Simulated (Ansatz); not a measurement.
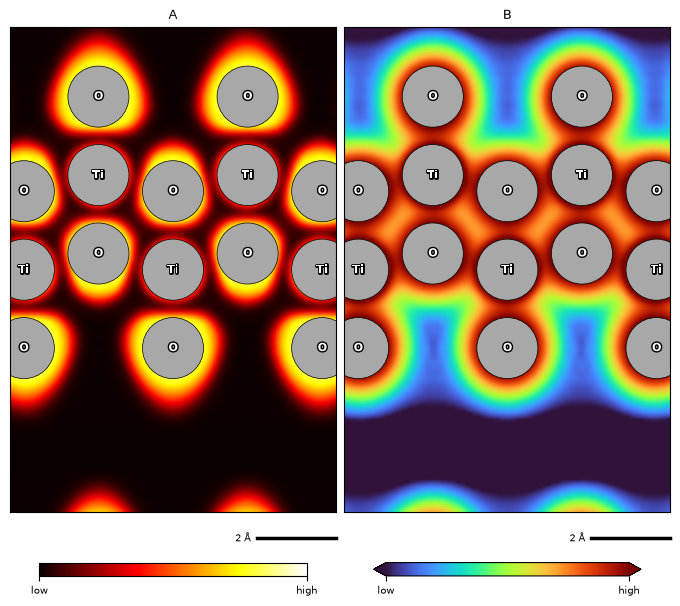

TiO₂: 2 fields on the (010) plane of the conventional cell, with unlabelled colour scales. Grey discs cover the atomic cores.

Space group Pmma; not relaxed (largest force 1.3 eV/Å); computed pressure about −6 GPa in this cell; computed without spin polarisation.

Theory: Ansatz 0.2.0, DFT r2SCAN, scalar-relativistic, plane waves, PAW.

Which field does each panel show? The fields are: electron localisation function and valence pseudo-density.

Panel A: electron localisation function. Panel B: valence pseudo-density. From the grid: Ti–O (1.93 Å): ρ at the midpoint is about 0.74 e/Å³; the ELF peaks at about 0.85 in the valence shell of O, 0.6 Å from its nucleus, and is about 0.20 at the midpoint: no shared electron pair shows on this line. Ti–O (1.99 Å): ρ is about 0.66 e/Å³ halfway; the ELF peaks at about 0.85 in the valence shell of O, 0.6 Å from its nucleus, and is about 0.20 at the midpoint (no shared electron pair shows on this line).
